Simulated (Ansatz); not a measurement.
System: C.

The calculation's input:

```
crystal:
  lattice:
    - [-1.1902500998, 1.1902500998, 2.2452655449]
    - [1.1902500998, -1.1902500998, 2.2452655449]
    - [1.1902500998, 1.1902500998, -2.2452655449]
  atoms:
    - { symbol: C, position: [0.0, 0.0, 0.0] }
basis:
  ecutwfc: 420
kpoints:
  mp_grid: { grid: [24, 24, 24] }
hamiltonian:
  xc: pbe
scf:
  occupations: { method: gaussian, width: 0.1 }
output:
  forces: true
  stress: true
  eigenvalues: true
  write_density: true
  write_potential: true
  elf: true
  volumetric_format: npy
```

Run with:

```sh
ansatz run input.yaml --threads 1 --pin off --max-ram 1331MiB --backend cpu --events-out ev --progress --plain --runs-dir out
```

Below, planes, directions and counts refer to the conventional cell (a = 2.38 Å, b = 2.38 Å, c = 4.49 Å, α = 90.00°, β = 90.00°, γ = 90.00°).

Space group I4/mmm; changed on purpose from its base cell (Sn replaced by C, lengths x 0.728, strained and moved within the space group); computed pressure about −32 GPa in this cell.

Method: Ansatz, DFT PBE, scalar-relativistic, plane waves, PAW.

Predict the valence pseudo-density and electron localisation function between the atoms.

C–C (2.38 Å): ρ is about 0.28 e/Å³ halfway; the ELF peaks at about 0.85 in the valence shell of C, 0.7 Å from its nucleus, and drops to about 0.40 between the two atoms.

Does the calculation give a band gap?

It is gapless in this calculation (a metal or semimetal).

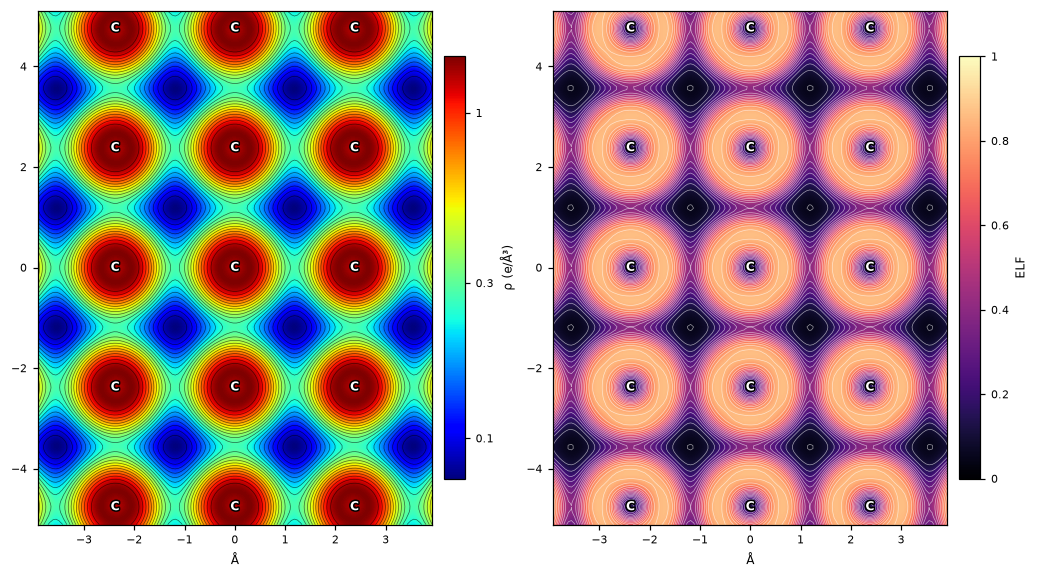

Computed valence pseudo-density and electron localisation function on the (001) plane of the conventional cell, in this order. 

The density is the valence pseudo-density of a PAW calculation; it isn't the true density close to the nuclei.
